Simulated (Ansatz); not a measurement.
## Electronic structure of Zr₅Si₆O₂₄ (cell charge −4, with a compensating background) (cell with a defect) in real space

Input

```
crystal:
  lattice:
    - [0.0, -6.6161707367, 0.0]
    - [6.6161707367, 0.0, 0.0]
    - [-3.3080853684, 3.3080853684, 8.9654080792]
  atoms:
    - { symbol: Zr, position: [0.333656256, 0.3327621334, 0.6678849443] }
    - { symbol: Zr, position: [-0.0011912073, -0.0020569546, -0.0018172381] }
    - { symbol: Zr, position: [0.5819376828, 0.0810235758, 0.1644549955] }
    - { symbol: Zr, position: [0.2504785476, 0.7496318556, 0.5016419383] }
    - { symbol: Zr, position: [0.9162200383, 0.415359612, 0.8330197071] }
    - { symbol: Si, position: [0.5007581282, 0.4998540458, 0.0021046244] }
    - { symbol: Si, position: [0.1662260201, 0.1653460058, 0.3330387592] }
    - { symbol: Si, position: [0.8316478688, 0.8308384616, 0.6639426617] }
    - { symbol: Si, position: [0.0797483952, 0.5788424804, 0.1600303682] }
    - { symbol: Si, position: [0.7527303389, 0.251819225, 0.5060388332] }
    - { symbol: Si, position: [0.4162445998, 0.9153354189, 0.8330428276] }
    - { symbol: O, position: [0.6238485795, 0.4381370511, 0.8787062897] }
    - { symbol: O, position: [0.2864854944, 0.1037407696, 0.2099895714] }
    - { symbol: O, position: [0.9828369194, 0.7784177514, 0.5643810833], spin: 0.25 }
    - { symbol: O, position: [0.0205107921, 0.7039981613, 0.0416448468] }
    - { symbol: O, position: [0.6854547581, 0.3535983083, 0.3732983461], spin: 0.25 }
    - { symbol: O, position: [0.3578856332, 0.0448495509, 0.7164612232] }
    - { symbol: O, position: [0.0205667887, 0.33532534, 0.0415634295] }
    - { symbol: O, position: [0.6852741562, 0.0149926227, 0.3724214852], spin: 0.25 }
    - { symbol: O, position: [0.3578862263, 0.6692489654, 0.716437769] }
    - { symbol: O, position: [0.9229180582, 0.1038920384, 0.2099780211] }
    - { symbol: O, position: [0.5843261909, 0.7817312633, 0.5665577848], spin: 0.25 }
    - { symbol: O, position: [0.2542774285, 0.4381716996, 0.8786909193] }
    - { symbol: O, position: [0.5484048074, 0.348482646, 0.1013522168], spin: 0.25 }
    - { symbol: O, position: [0.2276405056, 0.0450452194, 0.4560714363] }
    - { symbol: O, position: [0.8934379565, 0.7077619944, 0.7873670462] }
    - { symbol: O, position: [0.9732127267, 0.6417192564, 0.2903605968], spin: 0.25 }
    - { symbol: O, position: [0.627655711, 0.3111426337, 0.624480916] }
    - { symbol: O, position: [0.2868183365, 0.9736061149, 0.9496839169] }
    - { symbol: O, position: [0.3153371182, 0.6448613797, 0.2925448641], spin: 0.25 }
    - { symbol: O, position: [0.9962638742, 0.3110198879, 0.6244479001] }
    - { symbol: O, position: [0.6623373662, 0.9735845112, 0.9496199006] }
    - { symbol: O, position: [0.2279445125, 0.4086359265, 0.4561280849] }
    - { symbol: O, position: [0.8934145147, 0.0773259219, 0.7873542699] }
    - { symbol: O, position: [0.550945149, 0.7474130866, 0.100966638], spin: 0.25 }
  host:
    lattice:
      - [-3.3080853684, 3.3080853684, 2.9884693597]
      - [3.3080853684, -3.3080853684, 2.9884693597]
      - [3.3080853684, 3.3080853684, -2.9884693597]
    atoms:
      - { symbol: Zr, position: [0.0, 0.0, 0.0] }
      - { symbol: Zr, position: [0.75, 0.25, 0.5] }
      - { symbol: Si, position: [0.5, 0.5, 0.0] }
      - { symbol: Si, position: [0.25, 0.75, 0.5] }
      - { symbol: O, position: [0.1346078596, 0.3189786752, 0.8156291845] }
      - { symbol: O, position: [0.0689786752, 0.7533494907, 0.6843708155] }
      - { symbol: O, position: [0.0689786752, 0.3846078596, 0.3156291845] }
      - { symbol: O, position: [0.5033494907, 0.3189786752, 0.1843708155] }
      - { symbol: O, position: [0.6810213248, 0.4966505093, 0.8156291845] }
      - { symbol: O, position: [0.6153921404, 0.9310213248, 0.6843708155] }
      - { symbol: O, position: [0.2466505093, 0.9310213248, 0.3156291845] }
      - { symbol: O, position: [0.6810213248, 0.8653921404, 0.1843708155] }
total_charge: -4
basis:
  ecutwfc: 420
  xc_grid: 2
kpoints:
  mp_grid: { grid: [2, 2, 2], shift: [0.0, 0.0, 0.0] }
hamiltonian:
  xc: pbesol
scf:
  occupations: { method: gaussian, width: 0.02 }
  lower_state_search: "off"
output:
  forces: true
  stress: false
  eigenvalues: true
  populations: true
  charged_corrections:
    defect_position: [0.66666667, 0.66666667, 0.33333333]
    epsilon: [[13.0019, 0.0, 0.0], [0.0, 13.0019, 0.0], [0.0, 0.0, 12.2345]]
  write_density: true
  write_potential: true
  elf: true
  volumetric_format: npy
magnetization:
  spin_polarized: true
relax:
  adjacent_minimum: "off"
  f_tol: 0.03
  max_steps: 40
```

Command:

```sh
ansatz run input.yaml --threads 8 --pin off --max-ram 16384MiB --backend cpu --events-out ev --progress --plain --runs-dir out
```

The fields are those of the run's last geometry, not of the input's.

The program warned that a starting moment wasn't kept; spin-polarised, but the moments vanished.

Theory: DFT PBEsol, scalar-relativistic, plane waves, PAW (Ansatz 0.2.0).

Core electrons are frozen (PAW), and the valence fields are smoothed inside the atomic spheres.

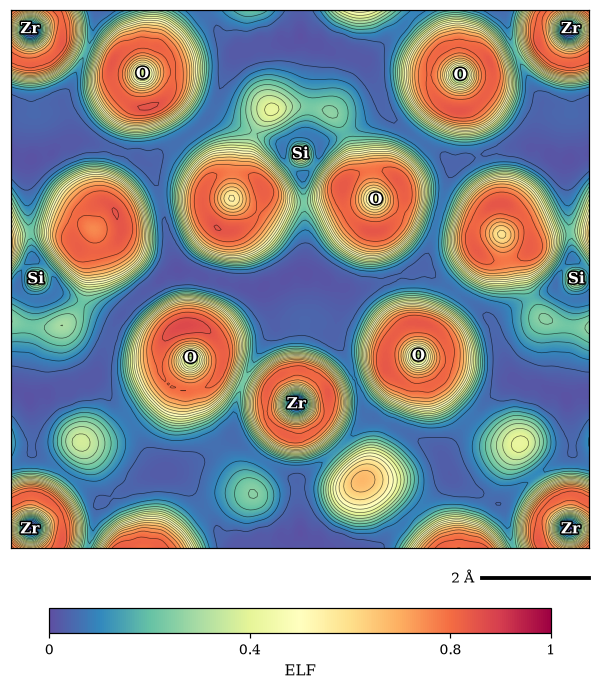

Figure 1. ELF on the (110) plane of the calculation cell.

### Describe what can be read from this map.

The plane passes through Zr, Si and O nuclei. Atoms just off the plane (O, 0.3 Å away) can leave unmarked features too. Si–O (1.66 Å): the ELF peaks at about 0.85 between the atoms; a polar covalent bond. Zr–O (2.16 Å): the ELF peaks at about 0.80 in the valence shell of O, 0.6 Å from its nucleus, and drops to about 0.20 between the two atoms; no localised pair shows between them. Zr–O (2.24 Å): the ELF peaks at about 0.85 in the valence shell of O, 0.6 Å from its nucleus, and drops to about 0.20 between the two atoms; no localised pair shows between them. The features right at Zr lie inside the PAW spheres, where the map follows smoothed inner orbitals and isn't to be read closely.

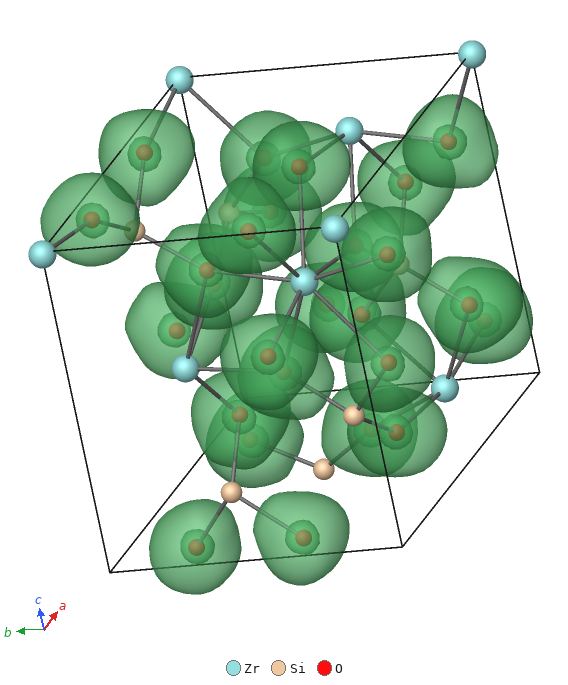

Figure 2. Isosurface of the ELF at 0.65 (green), seen at an oblique angle. Core shells and regions of very low density are left out. Sticks mark near contacts.

### Where are the electrons localised?

The ELF exceeds this value in 24 regions on O in which the atom's valence shell and bonds are merged, counted in one cell of 35 atoms. Any copies at cell faces, edges or corners count once. Profiles from the grid: Si–O (1.59 Å): the ELF peaks at about 0.85 between the atoms; a short, strongly polar bond. Zr–O (2.07 Å): the ELF peaks at about 0.85 in the valence shell of O, 0.6 Å from its nucleus, and drops to about 0.20 between the two atoms; no localised pair shows between them.

### Does the calculation give a band gap?

It is gapped, with a Kohn–Sham gap of 3.6 eV on the k-point mesh (the band edges may lie off the mesh, which would make the gap smaller).
